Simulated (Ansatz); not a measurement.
# Geometry relaxation of Si (part 1 of 2)

The run: geometry relaxation of Si (slab, 6 atoms in the cell). Method and program: DFT, r2SCAN, PAW with Ansatz's default frozen-core files, scalar-relativistic, no spin polarisation (Ansatz 0.2.0).

It belongs to a series of runs on one base structure; here: atoms relaxed, PAW files.

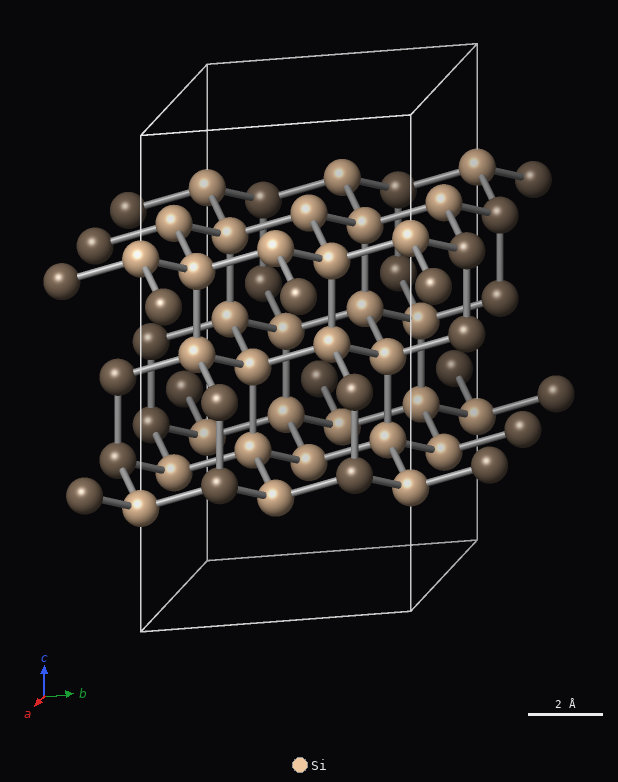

Figure 1. The input geometry (ball-and-stick view of the 2 × 2 repeat of the cell, with the vacuum cut short, seen slightly off an axis; neighbours outside the cell are drawn fainter). Near neighbours in the crystal (not all of them lie inside the picture): Si has 3 Si at 2.36 Å; Si has 4 Si at 2.36 Å.

**Results in brief**

| quantity | value |
| --- | --- |
| outcome | converged |
| electrons treated | 24 |
| free energy | −3831.7165 eV |
| Fermi energy | −0.392 eV |
| final volume | 296.11 Å³ |
| largest force (length of the vector) at the end | 0.001 eV/Å |
| hardware | 2 threads of Arm Neoverse V1, 24 GiB of memory available, shared host |
| wall time | 56 s (CPU time 1.8 min) |
| peak memory | 1.1 GiB |

Warnings of the run: the SCF threshold is looser than advised for the printed stress.

**Input**
```yaml
crystal:
  lattice:
    - [3.8496339811, 0.0, 0.0]
    - [-1.9248169906, 3.3338808229, 0.0]
    - [0.0, 0.0, 23.0722]
  atoms:
    - { symbol: Si, position: [0.0, 0.0, 0.3467369992] }
    - { symbol: Si, position: [0.333333334, 0.666666666, 0.3807954433] }
    - { symbol: Si, position: [0.333333334, 0.666666666, 0.4829707771] }
    - { symbol: Si, position: [0.666666667, 0.333333333, 0.517029222] }
    - { symbol: Si, position: [0.666666667, 0.333333333, 0.6192045559] }
    - { symbol: Si, position: [0.0, 0.0, 0.6532630008] }
kpoints:
  mp_grid: { grid: [9, 9, 1] }
scf:
  occupations: { method: fermi_dirac, width: 0.02 }
hamiltonian:
  xc: r2scan
  pseudopotentials: { kind: paw }
output:
  forces: true
  stress: true
  eigenvalues: true
relax:
  f_tol: 0.01
  max_steps: 40
efield:
  axis: 3
  amplitude: 0
  dipole_correction: true
```

Run as:
```bash
ansatz run input.yaml --threads 2 --pin off --max-ram 4096MiB --backend cpu --events-out ev --progress --plain --runs-dir out
```

**What the program printed**
```
Warning: output.stress: scf.convergence.dr2_threshold = 1e-7 eV (the SCF's general default) is looser than the 6e-10 eV advised for a printed stress (1e-10 eV for each atom of the cell: 6). What an SCF threshold leaves in a stress goes as its square root, and in the free energy as the threshold itself, and one threshold admits the most on a small cell: of the crystals measured, under no hybrid functional and no lock of the moments, on runs that ended without the residual-converged pass, on stresses that held no estimate of that error, the worst erred by over 100 MPa in a component at 1e-7 eV an atom and by under 5 at 1e-10. Every solve of this run answers to scf.convergence.dr2_threshold, and the tensor of one is reported: a single SCF on the reported geometry and on this run's grids (its basis.xc_grid and basis.ecutrho_ratio typed), with scf.convergence.dr2_threshold at 6e-10 eV or tighter, prints it and tightens no other solve. Else set scf.convergence.dr2_threshold to 6e-10 eV or tighter. The threshold is an SCF's pass mark: one that does not reach it within its budget of iterations ends unconverged, or closes short of it on a stop that the run arms, and scf.convergence.dr2_threshold's page says what that costs each kind of run
Engine: ansatz 0.2.0, aarch64-unknown-linux-gnu
Pseudopotentials: kind: paw
Pseudopotential: Si, paw, valence charge 4, recommended cutoff 500 eV (meta_gga), Si.paw.azcp
Functional definition: r2SCAN
  parameter k0 = 0.174
  parameter k1 = 0.065
  parameter a1 = 4.9479
  exchange = r2scan_x(k0 = k0, k1 = k1, a1 = a1)
  correlation = r2scan_c
Crystal: 6 atoms, lattice volume = 296.114 Å³
Basis set: ecut = 500 eV, 7351 PW (Γ), exchange–correlation on 120×120×720 points (64 copies of the dense FFT grid, shifted against one another)
Bands: 18, of which v1, the nominal top of the filled ones, is band 12 counted from 1 (11 counted from 0)
Symmetry: 6 space group operations
k-points: 12 of 81 (time reversal used)
Non-local potential: Si, projectors of the file, l = 0: 2, l = 1: 2, l = 2: 2
PAW form: soft (Blöchl's): semilocal exchange-correlation on the pseudo side does not see the compensation charge
PAW frozen core: Si, regenerated for the run's functional (the file was generated under x = pbe(κ = 0.804, μ = 0.2195149727645171), c = pbe(β = 0.06672455060314922))
PAW one-centre angular grid: Si, 302 points (default); XC on 160 Gauss nodes
Initial density: superposition of atomic densities (neutral atoms: chi_scale 0, normalization atom), corrected by the library's trained network
Initial wavefunctions: pseudopotential atomic-orbital guess
Functional: x = r2scan, c = r2scan; τ floored in thin density (d = 2e-4 eV/Å³)
SCF iter   1: F=—  HF=-3831.600028 eV  |F-HF|=—  |Δ(HF+E_count)|=         —  Δρ=3.32e-3  dr2=4.74e-2  dr2_τ=3.03e-2  ethr=1.77e-3  p=-0.000 e·Å  D=-1.29e-9 V/Å  ΔV_dip=0.00 eV  dr2_dipole=5.54e-6  V_vac-E_F(+/−)=4.99/4.99 eV  ⟨swp⟩=10.0  Hψ=1718  notcnv=0  defer=1
efield: sawtooth ramp at fractional position 0.9500 (placed from the atoms, in the widest stretch of the axis that holds none; the zero of the levels goes with the place), width 0.1000; the density the first Hamiltonian is built on has a dipole p = -0.000 e·Å; the dipole correction subtracts the counter field D = -1.29e-9 V/Å, which shifts the + side's vacuum level by +0.00 eV against the − side's; the planar-averaged density in the ramp window peaks in size at 5.7e-5 e/Å³
preconditioner: auto → LDOS  [metal: Δε(μ)=0.008 eV  Ē_g=7.825 eV  σ=0.020 eV  W_gap=0.10  n_scr=12 (ndim 8)  ℏωp=10.6 eV  f_vac=0.506  D(μ)=4.57/eV (n_scr^D=12)  β→1.0]
SCF iter   2: F=—  HF=-3831.626898 eV  |F-HF|=—  |Δ(HF+E_count)|=   2.69e-2  Δρ=1.15e-3  dr2=1.07e-2  dr2_τ=6.86e-5  ethr=1.98e-4  p=0.000 e·Å  D=3.55e-5 V/Å  ΔV_dip=-0.00 eV  dr2_dipole=9.65e-6  V_vac-E_F(+/−)=5.00/5.00 eV  ⟨swp⟩=3.0  Hψ=531  notcnv=0  defer=12
SCF iter   3: F=—  HF=-3831.626692 eV  |F-HF|=—  |Δ(HF+E_count)|=   2.06e-4  Δρ=4.68e-4  dr2=2.57e-3  dr2_τ=4.23e-6  ethr=4.45e-5  p=0.000 e·Å  D=6.85e-7 V/Å  ΔV_dip=-0.00 eV  dr2_dipole=1.08e-8  V_vac-E_F(+/−)=5.01/5.01 eV  ⟨swp⟩=2.9  Hψ=405  notcnv=0  defer=12
SCF iter   4: F=—  HF=-3831.626633 eV  |F-HF|=—  |Δ(HF+E_count)|=   5.94e-5  Δρ=2.15e-4  dr2=7.19e-4  dr2_τ=4.07e-7  ethr=1.07e-5  p=-0.000 e·Å  D=-3.94e-7 V/Å  ΔV_dip=0.00 eV  dr2_dipole=3.92e-8  V_vac-E_F(+/−)=5.00/5.00 eV  ⟨swp⟩=1.9  Hψ=253  notcnv=0  defer=12
SCF iter   5: F=—  HF=-3831.626471 eV  |F-HF|=—  |Δ(HF+E_count)|=   1.62e-4  Δρ=3.28e-5  dr2=1.86e-5  dr2_τ=2.63e-8  ethr=2.99e-6  p=0.000 e·Å  D=4.01e-6 V/Å  ΔV_dip=-0.00 eV  dr2_dipole=9.30e-8  V_vac-E_F(+/−)=5.00/5.00 eV  ⟨swp⟩=2.4  Hψ=296  notcnv=0  defer=12
SCF iter   6: F=-3831.626472 eV  HF=-3831.626472 eV  |F-HF|=3.43e-8  |Δ(HF+E_count)|=   2.86e-7  Δρ=9.10e-6  dr2=5.28e-7  dr2_τ=3.68e-9  ethr=1.04e-8  p=-0.000 e·Å  D=-1.29e-6 V/Å  ΔV_dip=0.00 eV  dr2_dipole=9.42e-9  V_vac-E_F(+/−)=5.00/5.00 eV  ⟨swp⟩=11.2  Hψ=1414  notcnv=0
SCF 1 converged in 6 iterations: F = -3831.626472 eV  dr2 = 5.28e-7
  greatest PAW one-centre occupation: 0.672 electrons in one spin orbital (limit 2), on the Si atom at site 0 (counted from 0), in its partial waves of l = 0
relax step   1: F+E_penalty+E_count = -3831.62647172 eV  Δ(F+E_penalty+E_count) = +0.000e0 eV  max|allowed force component| = 9.053e-1 eV/Å  Δτ_max = 0.0000 Å  (6 SCF iters, dr2 threshold 2.50e-6 eV, accepted)
Initial density: handed on by an earlier stage of this run
Initial wavefunctions: those handed on with the density
iter 1 solved again at ethr=4.08e-5 eV; its pass at ethr=3.10e-3 eV (dr2=9.80e-3 eV) is discarded
SCF iter   1: F=—  HF=-3831.689323 eV  |F-HF|=—  |Δ(HF+E_count)|=         —  Δρ=1.50e-3  dr2=1.01e-2  dr2_τ=8.05e-4  ethr=4.08e-5  p=-0.000 e·Å  D=-1.29e-6 V/Å  ΔV_dip=0.00 eV  dr2_dipole=2.19e-8  V_vac-E_F(+/−)=4.89/4.89 eV  ⟨swp⟩=2.6  Hψ=1180  notcnv=0  defer=14
efield: sawtooth ramp at fractional position 0.9500 (handed on by an earlier solve), width 0.1000; the density the first Hamiltonian is built on has a dipole p = -0.000 e·Å; the dipole correction subtracts the counter field D = -1.29e-6 V/Å, which shifts the + side's vacuum level by +0.00 eV against the − side's; the planar-averaged density in the ramp window peaks in size at 2.7e-7 e/Å³
preconditioner: auto → LDOS  [metal: Δε(μ)=0.024 eV  Ē_g=7.884 eV  σ=0.020 eV  W_gap=0.30  n_scr=12 (ndim 8)  ℏωp=10.6 eV  f_vac=0.513  D(μ)=6.05/eV (n_scr^D=32)  β→1.0]
SCF iter   2: F=—  HF=-3831.705835 eV  |F-HF|=—  |Δ(HF+E_count)|=   1.65e-2  Δρ=3.70e-4  dr2=6.15e-4  dr2_τ=8.20e-6  ethr=4.08e-5  p=0.000 e·Å  D=4.81e-7 V/Å  ΔV_dip=-0.00 eV  dr2_dipole=3.75e-13  V_vac-E_F(+/−)=4.91/4.91 eV  ⟨swp⟩=3.2  Hψ=439  notcnv=0  defer=14
SCF iter   3: F=—  HF=-3831.706228 eV  |F-HF|=—  |Δ(HF+E_count)|=   3.92e-4  Δρ=1.17e-4  dr2=7.21e-5  dr2_τ=6.13e-7  ethr=2.56e-6  p=0.000 e·Å  D=4.32e-7 V/Å  ΔV_dip=-0.00 eV  dr2_dipole=1.98e-12  V_vac-E_F(+/−)=4.92/4.92 eV  ⟨swp⟩=2.0  Hψ=394  notcnv=0  defer=14
SCF iter   4: F=-3831.706275 eV  HF=-3831.706274 eV  |F-HF|=7.54e-7  |Δ(HF+E_count)|=   4.59e-5  Δρ=3.87e-5  dr2=1.27e-5  dr2_τ=2.61e-8  ethr=2.13e-7  p=0.000 e·Å  D=4.36e-7 V/Å  ΔV_dip=-0.00 eV  dr2_dipole=4.45e-12  V_vac-E_F(+/−)=4.93/4.93 eV  ⟨swp⟩=13.8  Hψ=1354  notcnv=0
SCF 2 converged in 4 iterations: F = -3831.706275 eV  dr2 = 1.27e-5
  greatest PAW one-centre occupation: 0.669 electrons in one spin orbital (limit 2), on the Si atom at site 0 (counted from 0), in its partial waves of l = 0
relax step   2: F+E_penalty+E_count = -3831.70627452 eV  Δ(F+E_penalty+E_count) = -7.980e-2 eV  max|allowed force component| = 2.983e-1 eV/Å  Δτ_max = 0.0759 Å  (4 SCF iters, dr2 threshold 5.12e-5 eV, accepted)
SCF iter   1: F=—  HF=-3831.712754 eV  |F-HF|=—  |Δ(HF+E_count)|=         —  Δρ=1.44e-3  dr2=1.22e-2  dr2_τ=6.14e-4  ethr=1.54e-4  p=0.000 e·Å  D=4.36e-7 V/Å  ΔV_dip=-0.00 eV  dr2_dipole=1.80e-9  V_vac-E_F(+/−)=4.90/4.90 eV  ⟨swp⟩=4.5  Hψ=753  notcnv=0  defer=14
efield: sawtooth ramp at fractional position 0.9500 (handed on by an earlier solve), width 0.1000; the density the first Hamiltonian is built on has a dipole p = 0.000 e·Å; the dipole correction subtracts the counter field D = 4.36e-7 V/Å, which shifts the + side's vacuum level by -0.00 eV against the − side's; the planar-averaged density in the ramp window peaks in size at 2.4e-7 e/Å³
preconditioner: auto → LDOS  [insulator: Δε(μ)=0.067 eV  Ē_g=7.872 eV  σ=0.020 eV  W_gap=0.51  n_scr=12 (ndim 8)  ℏωp=10.6 eV  f_vac=0.509  D(μ)=6.09/eV (n_scr^D=32)  ε∞_Penn≈2.8  β→1.0]
SCF iter   2: F=—  HF=-3831.716068 eV  |F-HF|=—  |Δ(HF+E_count)|=   3.31e-3  Δρ=4.70e-4  dr2=1.92e-3  dr2_τ=1.00e-5  ethr=5.07e-5  p=-0.000 e·Å  D=-8.79e-8 V/Å  ΔV_dip=0.00 eV  dr2_dipole=1.94e-11  V_vac-E_F(+/−)=4.91/4.91 eV  ⟨swp⟩=3.3  Hψ=505  notcnv=0  defer=14
SCF iter   3: F=—  HF=-3831.716185 eV  |F-HF|=—  |Δ(HF+E_count)|=   1.16e-4  Δρ=2.42e-4  dr2=1.17e-3  dr2_τ=9.01e-7  ethr=8.00e-6  p=-0.000 e·Å  D=-1.51e-7 V/Å  ΔV_dip=0.00 eV  dr2_dipole=1.92e-11  V_vac-E_F(+/−)=4.91/4.91 eV  ⟨swp⟩=2.8  Hψ=385  notcnv=0  defer=14
SCF iter   4: F=—  HF=-3831.716082 eV  |F-HF|=—  |Δ(HF+E_count)|=   1.02e-4  Δρ=1.11e-4  dr2=2.52e-4  dr2_τ=1.14e-7  ethr=4.88e-6  p=-0.000 e·Å  D=-8.70e-8 V/Å  ΔV_dip=0.00 eV  dr2_dipole=3.53e-11  V_vac-E_F(+/−)=4.92/4.92 eV  ⟨swp⟩=1.2  Hψ=216  notcnv=0  defer=14
SCF iter   5: F=—  HF=-3831.716058 eV  |F-HF|=—  |Δ(HF+E_count)|=   2.41e-5  Δρ=2.73e-5  dr2=6.89e-6  dr2_τ=3.42e-8  ethr=1.05e-6  p=0.000 e·Å  D=2.90e-8 V/Å  ΔV_dip=-0.00 eV  dr2_dipole=1.50e-11  V_vac-E_F(+/−)=4.93/4.93 eV  ⟨swp⟩=2.1  Hψ=248  notcnv=0  defer=14
SCF iter   6: F=-3831.716060 eV  HF=-3831.716060 eV  |F-HF|=4.69e-8  |Δ(HF+E_count)|=   1.75e-6  Δρ=7.79e-6  dr2=4.12e-7  dr2_τ=1.88e-9  ethr=2.32e-8  p=-0.000 e·Å  D=-1.81e-9 V/Å  ΔV_dip=0.00 eV  dr2_dipole=3.39e-13  V_vac-E_F(+/−)=4.93/4.93 eV  ⟨swp⟩=13.3  Hψ=1365  notcnv=0
SCF 3 converged in 6 iterations: F = -3831.716060 eV  dr2 = 4.12e-7
  greatest PAW one-centre occupation: 0.668 electrons in one spin orbital (limit 2), on the Si atom at site 5 (counted from 0), in its partial waves of l = 0
relax step   3: F+E_penalty+E_count = -3831.71605973 eV  Δ(F+E_penalty+E_count) = -9.785e-3 eV  max|allowed force component| = 6.835e-2 eV/Å  Δτ_max = 0.0427 Å  (6 SCF iters, dr2 threshold 5.56e-6 eV, accepted)
```
